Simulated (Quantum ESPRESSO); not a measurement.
# In: projected density-of-states run

System: In (I4/mmm, 1 atom in the cell).
Method: Kohn-Sham DFT of a periodic cell, PBE with rVV10, PseudoDojo 0.4 SR PBE stringent, no spin polarisation (Quantum ESPRESSO 7.5).

The structure derives from an entry of the Crystallography Open Database.

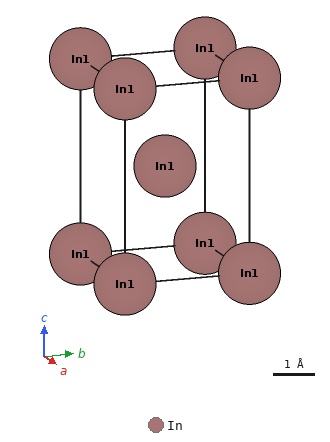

*The structure as given in the input (spheres-only view of the cell 2 times as large as that of the calculation, set on its symmetry axes, seen slightly off an axis; atoms are numbered from 1 in the order of the input). An atom can appear more than once, as a periodic image.*

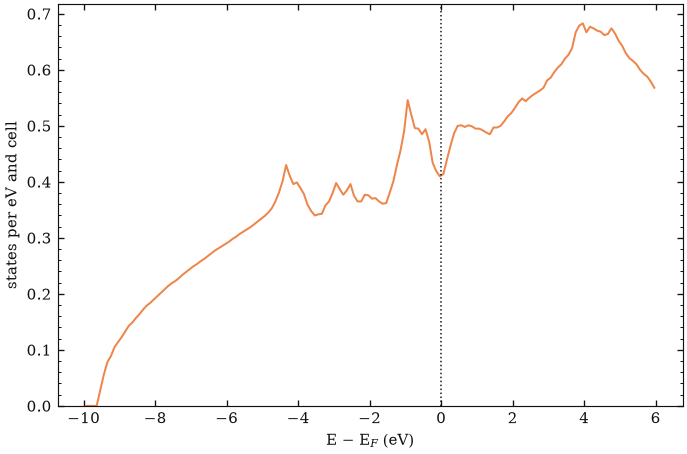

*Density of states from the levels on the mesh of the run, whose fine structure reflects that mesh, with energies from the Fermi level of the run.*

At the top of the window the curve may fall because the computed bands end.

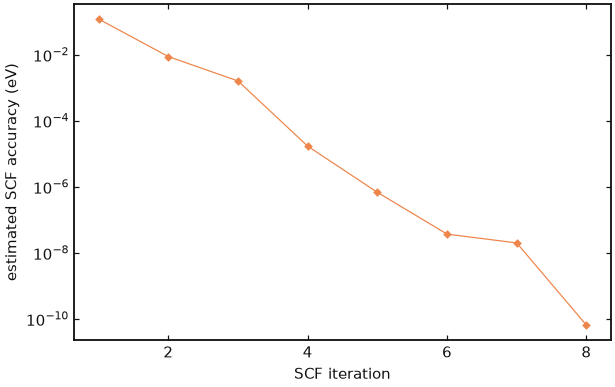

*Convergence of the self-consistent field: estimated SCF accuracy against the iteration.*

The field takes 8 iterations in all.

The input that produced these results follows, with the program's output.

Input file:
```
&CONTROL
  calculation = 'scf'
  prefix = 'pwscf'
  outdir = './tmp'
  pseudo_dir = './pseudo'
  tprnfor = .true.
  tstress = .true.
  disk_io = 'low'
/
&SYSTEM
  ibrav = 0
  A = 3.37690644
  nat = 1
  ntyp = 1
  ecutwfc = 66
  nbnd = 17
  input_dft = 'sla+pw+pbx+pbc+vv10'
  occupations = 'smearing'
  smearing = 'gaussian'
  degauss = 0.01469973
/
&ELECTRONS
  conv_thr = 2d-10
  electron_maxstep = 120
  mixing_beta = 0.5
  diago_david_ndim = 3
/
ATOMIC_SPECIES
In   114.8180 In.upf
CELL_PARAMETERS alat
  -0.4813488407    0.4813488407    0.7325343606
   0.4813488407   -0.4813488407    0.7325343606
   0.4813488407    0.4813488407   -0.7325343606
ATOMIC_POSITIONS alat
In     0.0000000000    0.0000000000    0.0000000000
K_POINTS automatic
11 11 11 0 0 0
```

File nscf.in:
```
&CONTROL
  calculation = 'nscf'
  prefix = 'pwscf'
  outdir = './tmp'
  pseudo_dir = './pseudo'
  disk_io = 'low'
/
&SYSTEM
  ibrav = 0
  A = 3.37690644
  nat = 1
  ntyp = 1
  ecutwfc = 66
  nbnd = 17
  input_dft = 'sla+pw+pbx+pbc+vv10'
  occupations = 'tetrahedra_opt'
/
&ELECTRONS
  conv_thr = 1d-08
  electron_maxstep = 120
  mixing_beta = 0.5
  diago_david_ndim = 3
/
ATOMIC_SPECIES
In   114.8180 In.upf
CELL_PARAMETERS alat
  -0.4813488407    0.4813488407    0.7325343606
   0.4813488407   -0.4813488407    0.7325343606
   0.4813488407    0.4813488407   -0.7325343606
ATOMIC_POSITIONS alat
In     0.0000000000    0.0000000000    0.0000000000
K_POINTS automatic
17 17 17 0 0 0
```

File projwfc.in:
```
&PROJWFC
  prefix = 'pwscf'
  outdir = './tmp'
  filpdos = 'p'
  Emin = -2
  Emax = 23
  DeltaE = 0.05
/
```

Run as:
```bash
OMP_NUM_THREADS=1 pw.x -in pw.in > pw.out
OMP_NUM_THREADS=1 pw.x -in nscf.in > nscf.out
OMP_NUM_THREADS=1 projwfc.x -in projwfc.in > projwfc.out
```

What the program printed:
```
This program is part of the open-source Quantum ESPRESSO suite
     for quantum simulation of materials; please cite
         "P. Giannozzi et al., J. Phys.:Condens. Matter 21 395502 (2009);
         "P. Giannozzi et al., J. Phys.:Condens. Matter 29 465901 (2017);
         "P. Giannozzi et al., J. Chem. Phys. 152 154105 (2020);
          URL
     in publications or presentations arising from this work. More details at

     IMPORTANT: XC functional enforced from input :
     Exchange-correlation= SLA+PW+PBX+PBC+VV10
                           (   1   4   3   4  26   0   0)
     Any further DFT definition will be discarded
     Please, verify this is what you really want

     Message from routine setup:
     using ibrav=0 with symmetry is DISCOURAGED, use correct ibrav instead

     G-vector sticks info
     --------------------
     sticks:   dense  smooth     PW     G-vecs:    dense   smooth      PW
     Sum         855     855    273                12761    12761    2293

     Using Slab Decomposition

     bravais-lattice index     =            0
     lattice parameter (alat)  =       6.3814  a.u.
     unit-cell volume          =     176.4256 (a.u.)^3
     number of atoms/cell      =            1
     number of atomic types    =            1
     number of electrons       =        21.00
     number of Kohn-Sham states=           17
     kinetic-energy cutoff     =      66.0000  Ry
     charge density cutoff     =     264.0000  Ry
     scf convergence threshold =      2.0E-10
     mixing beta               =       0.5000
     number of iterations used =            8  plain     mixing
     Exchange-correlation= SLA+PW+PBX+PBC+VV10
                           (   1   4   3   4  26   0   0)

     celldm(1)=   6.381428  celldm(2)=   0.000000  celldm(3)=   0.000000
     celldm(4)=   0.000000  celldm(5)=   0.000000  celldm(6)=   0.000000

     crystal axes: (cart. coord. in units of alat)
               a(1) = (  -0.481349   0.481349   0.732534 )
               a(2) = (   0.481349  -0.481349   0.732534 )
               a(3) = (   0.481349   0.481349  -0.732534 )

     reciprocal axes: (cart. coord. in units 2 pi/alat)
               b(1) = ( -0.000000  1.038748  0.682562 )
               b(2) = (  1.038748 -0.000000  0.682562 )
               b(3) = (  1.038748  1.038748  0.000000 )

     PseudoPot. # 1 for In read from file:
     In.upf
     Pseudo is Norm-conserving + core correction, Zval = 21.0
     Generated using ONCVPSP code by D. R. Hamann
     Using radial grid of 1964 points,  6 beta functions with:
                l(1) =   0
                l(2) =   0
                l(3) =   1
                l(4) =   1
                l(5) =   2
                l(6) =   2

     atomic species   valence    mass     pseudopotential
     In               21.00   114.81800     In( 1.00)

     16 Sym. Ops., with inversion, found

   Cartesian axes

     site n.     atom                  positions (alat units)
         1        In     tau(   1) = (   0.0000000   0.0000000   0.0000000  )

     number of k points=   126  Gaussian smearing, width (Ry)=  0.0147

     Number of k-points >= 100: set verbosity='high' to print them.

     Dense  grid:    12761 G-vectors     FFT dimensions: (  36,  36,  36)

     Initial potential from superposition of free atoms

     starting charge      20.9961, renormalised to      21.0000

Carrying out rVV10 run using the following parameters:
Nqs =      20    Nr_points =    1024   r_max =   100.000
b_value =  6.30000    beta =  0.00901
     q_mesh =  0.00010000  0.00030000  0.00058939  0.00100810
               0.00161396  0.00249058  0.00375900  0.00559430
               0.00824984  0.01209221  0.01765183  0.02569619
               0.03733578  0.05417739  0.07854596  0.11380545
               0.16482331  0.23864234  0.34545298  0.50000000

Gradients computed in Reciprocal space

     Starting wfcs are   13 randomized atomic wfcs +    4 random wfcs

     Self-consistent Calculation

     iteration #  1     ecut=    66.00 Ry     beta= 0.50
     Davidson diagonalization with overlap
     ethr =  1.00E-02,  avg # of iterations =  4.2

     Threshold (ethr) on eigenvalues was too large:
     Diagonalizing with lowered threshold

     Davidson diagonalization with overlap
     ethr =  3.94E-05,  avg # of iterations =  2.4

     total energy              =    -398.71678165 Ry
     estimated scf accuracy    <       0.00850473 Ry

     iteration #  2     ecut=    66.00 Ry     beta= 0.50
     Davidson diagonalization with overlap
     ethr =  4.05E-05,  avg # of iterations =  2.0

     total energy              =    -398.71834880 Ry
     estimated scf accuracy    <       0.00064489 Ry

     iteration #  3     ecut=    66.00 Ry     beta= 0.50
     Davidson diagonalization with overlap
     ethr =  3.07E-06,  avg # of iterations =  1.7

     total energy              =    -398.71835485 Ry
     estimated scf accuracy    <       0.00012118 Ry

     iteration #  4     ecut=    66.00 Ry     beta= 0.50
     Davidson diagonalization with overlap
     ethr =  5.77E-07,  avg # of iterations =  1.0

     total energy              =    -398.71836153 Ry
     estimated scf accuracy    <       0.00000123 Ry

     iteration #  5     ecut=    66.00 Ry     beta= 0.50
     Davidson diagonalization with overlap
     ethr =  5.87E-09,  avg # of iterations =  2.0

     total energy              =    -398.71836167 Ry
     estimated scf accuracy    <       0.00000005 Ry

     iteration #  6     ecut=    66.00 Ry     beta= 0.50
     Davidson diagonalization with overlap
     ethr =  2.59E-10,  avg # of iterations =  1.9

     total energy              =    -398.71836168 Ry
     estimated scf accuracy    <          2.7E-09 Ry

     iteration #  7     ecut=    66.00 Ry     beta= 0.50
     Davidson diagonalization with overlap
     ethr =  1.26E-11,  avg # of iterations =  2.1

     total energy              =    -398.71836168 Ry
     estimated scf accuracy    <          1.5E-09 Ry

     iteration #  8     ecut=    66.00 Ry     beta= 0.50
     Davidson diagonalization with overlap
     ethr =  7.05E-12,  avg # of iterations =  2.0

     End of self-consistent calculation

     Number of k-points >= 100: set verbosity='high' to print the bands.

     the Fermi energy is    12.7384 ev

!    total energy              =    -398.71836168 Ry
     estimated scf accuracy    <          4.8E-12 Ry
     smearing contrib. (-TS)   =      -0.00070751 Ry
     internal energy E=F+TS    =    -398.71765417 Ry

     The total energy is F=E-TS. E is the sum of the following terms:
     one-electron contribution =    -236.47295686 Ry
     hartree contribution      =     120.78099080 Ry
     xc contribution           =     -55.94988162 Ry
     ewald contribution        =    -227.07580649 Ry

     convergence has been achieved in   8 iterations

     Forces acting on atoms (cartesian axes, Ry/au):

     atom    1 type  1   force =     0.00000000    0.00000000    0.00000000

     Total force =     0.000000     Total SCF correction =     0.000000

     Computing stress (Cartesian axis) and pressure

          total   stress  (Ry/bohr**3)                   (kbar)     P=      -78.91
  -0.00052168   0.00000000   0.00000000          -76.74        0.00        0.00
   0.00000000  -0.00052168   0.00000000            0.00      -76.74        0.00
   0.00000000   0.00000000  -0.00056593            0.00        0.00      -83.25

=------------------------------------------------------------------------------=
   JOB DONE.
=------------------------------------------------------------------------------=
```

File nscf.out:
```
This program is part of the open-source Quantum ESPRESSO suite
     for quantum simulation of materials; please cite
         "P. Giannozzi et al., J. Phys.:Condens. Matter 21 395502 (2009);
         "P. Giannozzi et al., J. Phys.:Condens. Matter 29 465901 (2017);
         "P. Giannozzi et al., J. Chem. Phys. 152 154105 (2020);
          URL
     in publications or presentations arising from this work. More details at

     IMPORTANT: XC functional enforced from input :
     Exchange-correlation= SLA+PW+PBX+PBC+VV10
                           (   1   4   3   4  26   0   0)
     Any further DFT definition will be discarded
     Please, verify this is what you really want

     Atomic positions and unit cell read from directory:
     ./tmp/pwscf.save/

     Message from routine setup:
     using ibrav=0 with symmetry is DISCOURAGED, use correct ibrav instead
     [opt_tetra]  Optimized tetrahedron method is used.

     G-vector sticks info
     --------------------
     sticks:   dense  smooth     PW     G-vecs:    dense   smooth      PW
     Sum         855     855    277                12761    12761    2317

     Using Slab Decomposition

     bravais-lattice index     =            0
     lattice parameter (alat)  =       6.3814  a.u.
     unit-cell volume          =     176.4256 (a.u.)^3
     number of atoms/cell      =            1
     number of atomic types    =            1
     number of electrons       =        21.00
     number of Kohn-Sham states=           17
     kinetic-energy cutoff     =      66.0000  Ry
     charge density cutoff     =     264.0000  Ry
     Exchange-correlation= SLA+PW+PBX+PBC+VV10
                           (   1   4   3   4  26   0   0)

     celldm(1)=   6.381428  celldm(2)=   0.000000  celldm(3)=   0.000000
     celldm(4)=   0.000000  celldm(5)=   0.000000  celldm(6)=   0.000000

     crystal axes: (cart. coord. in units of alat)
               a(1) = (  -0.481349   0.481349   0.732534 )
               a(2) = (   0.481349  -0.481349   0.732534 )
               a(3) = (   0.481349   0.481349  -0.732534 )

     reciprocal axes: (cart. coord. in units 2 pi/alat)
               b(1) = (  0.000000  1.038748  0.682562 )
               b(2) = (  1.038748  0.000000  0.682562 )
               b(3) = (  1.038748  1.038748  0.000000 )

     PseudoPot. # 1 for In read from file:
     In.upf
     Pseudo is Norm-conserving + core correction, Zval = 21.0
     Generated using ONCVPSP code by D. R. Hamann
     Using radial grid of 1964 points,  6 beta functions with:
                l(1) =   0
                l(2) =   0
                l(3) =   1
                l(4) =   1
                l(5) =   2
                l(6) =   2

     atomic species   valence    mass     pseudopotential
     In               21.00   114.81800     In( 1.00)

     16 Sym. Ops., with inversion, found

   Cartesian axes

     site n.     atom                  positions (alat units)
         1        In     tau(   1) = (   0.0000000   0.0000000   0.0000000  )

     number of k points=   405 (tetrahedron method)

     Number of k-points >= 100: set verbosity='high' to print them.

     Dense  grid:    12761 G-vectors     FFT dimensions: (  36,  36,  36)

     The potential is recalculated from file :
     ./tmp/pwscf.save/charge-density

Carrying out rVV10 run using the following parameters:
Nqs =      20    Nr_points =    1024   r_max =   100.000
b_value =  6.30000    beta =  0.00901
     q_mesh =  0.00010000  0.00030000  0.00058939  0.00100810
               0.00161396  0.00249058  0.00375900  0.00559430
               0.00824984  0.01209221  0.01765183  0.02569619
               0.03733578  0.05417739  0.07854596  0.11380545
               0.16482331  0.23864234  0.34545298  0.50000000

Gradients computed in Reciprocal space

     Starting wfcs are   13 randomized atomic wfcs +    4 random wfcs

     Band Structure Calculation
     Davidson diagonalization with overlap

     ethr =  4.76E-11,  avg # of iterations = 18.0

     End of band structure calculation

     Number of k-points >= 100: set verbosity='high' to print the bands.

     the Fermi energy is    12.7269 ev
     (compare with:    12.7384 eV, computed in scf)

=------------------------------------------------------------------------------=
   JOB DONE.
=------------------------------------------------------------------------------=
```

File projwfc.out:
```
This program is part of the open-source Quantum ESPRESSO suite
     for quantum simulation of materials; please cite
         "P. Giannozzi et al., J. Phys.:Condens. Matter 21 395502 (2009);
         "P. Giannozzi et al., J. Phys.:Condens. Matter 29 465901 (2017);
         "P. Giannozzi et al., J. Chem. Phys. 152 154105 (2020);
          URL
     in publications or presentations arising from this work. More details at

     ./tmp/pwscf.save/

     IMPORTANT: XC functional enforced from input :
     Exchange-correlation= PBE-VV10
                           (   0   0   3   4  26   0   0)
     Any further DFT definition will be discarded
     Please, verify this is what you really want

     G-vector sticks info
     --------------------
     sticks:   dense  smooth     PW     G-vecs:    dense   smooth      PW
     Sum         855     855    277                12761    12761    2317

     Using Slab Decomposition

Carrying out rVV10 run using the following parameters:
Nqs =      20    Nr_points =    1024   r_max =   100.000
b_value =  6.30000    beta =  0.00901
     q_mesh =  0.00010000  0.00030000  0.00058939  0.00100810
               0.00161396  0.00249058  0.00375900  0.00559430
               0.00824984  0.01209221  0.01765183  0.02569619
               0.03733578  0.05417739  0.07854596  0.11380545
               0.16482331  0.23864234  0.34545298  0.50000000

Gradients computed in Reciprocal space

     Optimized tetrahedron method (read from file)
     [opt_tetra]  Optimized tetrahedron method is used.

     Calling projwave ....

  Problem Sizes
  natomwfc =           13
  nbnd     =           17
  nkstot   =          405
  npwx     =         1624
  nkb      =           18

     Atomic states used for projection
     (read from pseudopotential files):

     state #   1: atom   1 (In ), wfc  1 (l=0 m= 1)
     state #   2: atom   1 (In ), wfc  2 (l=1 m= 1)
     state #   3: atom   1 (In ), wfc  2 (l=1 m= 2)
     state #   4: atom   1 (In ), wfc  2 (l=1 m= 3)
     state #   5: atom   1 (In ), wfc  3 (l=2 m= 1)
     state #   6: atom   1 (In ), wfc  3 (l=2 m= 2)
     state #   7: atom   1 (In ), wfc  3 (l=2 m= 3)
     state #   8: atom   1 (In ), wfc  3 (l=2 m= 4)
     state #   9: atom   1 (In ), wfc  3 (l=2 m= 5)
     state #  10: atom   1 (In ), wfc  4 (l=0 m= 1)
     state #  11: atom   1 (In ), wfc  5 (l=1 m= 1)
     state #  12: atom   1 (In ), wfc  5 (l=1 m= 2)
     state #  13: atom   1 (In ), wfc  5 (l=1 m= 3)

[... projections at each k point ...]
Lowdin Charges:

     Atom #   1: total charge =  20.9839, s =  3.3155,
     Atom #   1: total charge =  20.9839, p =  7.6841, pz=  2.5416, px=  2.5713, py=  2.5713,
     Atom #   1: total charge =  20.9839, d =  9.9843, dz2=  1.9969, dxz=  1.9970, dyz=  1.9970, dx2-y2=  1.9958, dxy=  1.9976,
     Spilling Parameter:   0.0008

=------------------------------------------------------------------------------=
   JOB DONE.
=------------------------------------------------------------------------------=
```

Results in brief:

```json
{"quantity": "outcome", "value": "converged"}
{"quantity": "space group (tolerance 0.01 Å)", "value": "I4/mmm (139)"}
{"quantity": "electrons treated", "value": "21"}
{"quantity": "free energy", "value": "−5424.8397 eV"}
{"quantity": "Fermi energy", "value": "12.738 eV"}
{"quantity": "gap on the k-point mesh", "value": "none (metallic)"}
{"quantity": "pressure", "value": "−7.89 GPa"}
{"quantity": "largest force (length of the vector)", "value": "under 0.001 eV/Å"}
{"quantity": "hardware", "value": "1 thread of Intel Xeon @ 2.80GHz (Skylake/Cascade Lake), 24 GiB of memory available, shared host"}
{"quantity": "wall time", "value": "2 min"}
{"quantity": "peak memory", "value": "0.2 GiB"}
```

Notes:

Settings chosen away from the usual ones: diago_david_ndim set to 3; ecut_scale set to 0.8. The settings depart from the standard set-up of this series, which can bear on the numbers. Further notes kept with the run: rVV10 parameter b fitted to another functional. Points of doubt noted for this run: rvv10 parameter b fitted to another functional.
